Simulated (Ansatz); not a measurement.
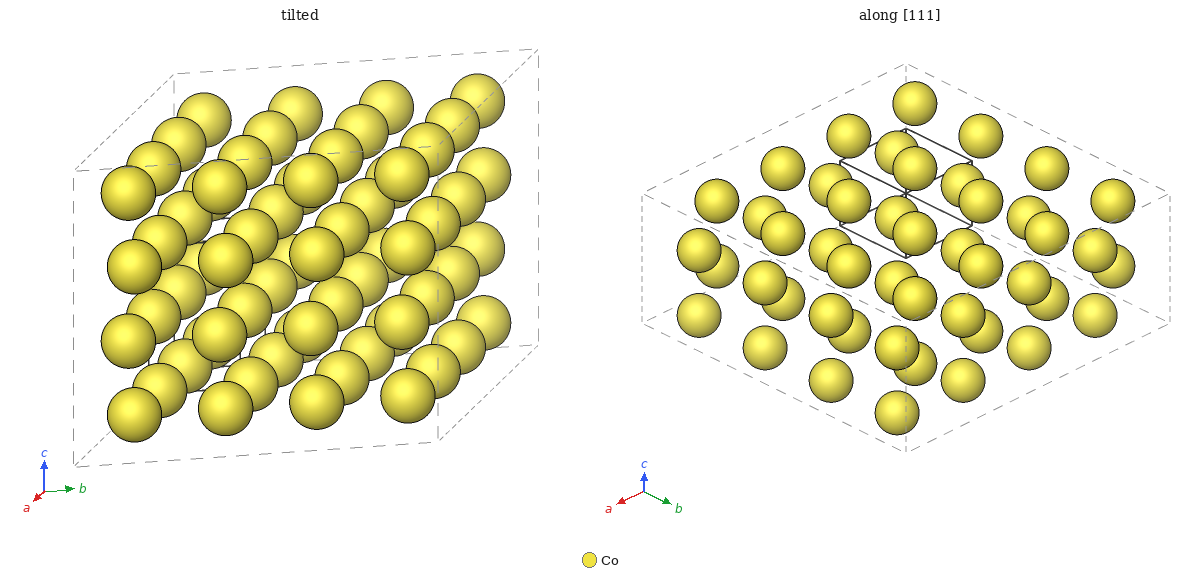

Structure drawing (spheres-only), viewed slightly off an axis and along [111]. The solid box is one conventional unit cell, and 4×4×2 cells are shown. Cell: a = 2.473 Å, b = 2.473 Å, c = 4.035 Å, α = 90.00°, β = 90.00°, γ = 120.00°.

State composition, symmetry and coordination.

The element is cobalt. Space group: P-1 (No. 2). Lattice: primitive triclinic. The cell holds two atoms. Co bonds to one Co at about 2.0 Å. Not all metal-metal contacts are counted.

Provenance: a structure listed in the Materials Project. The cell was then strained or its atoms displaced on purpose. It was set up as input for a calculation with Ansatz.
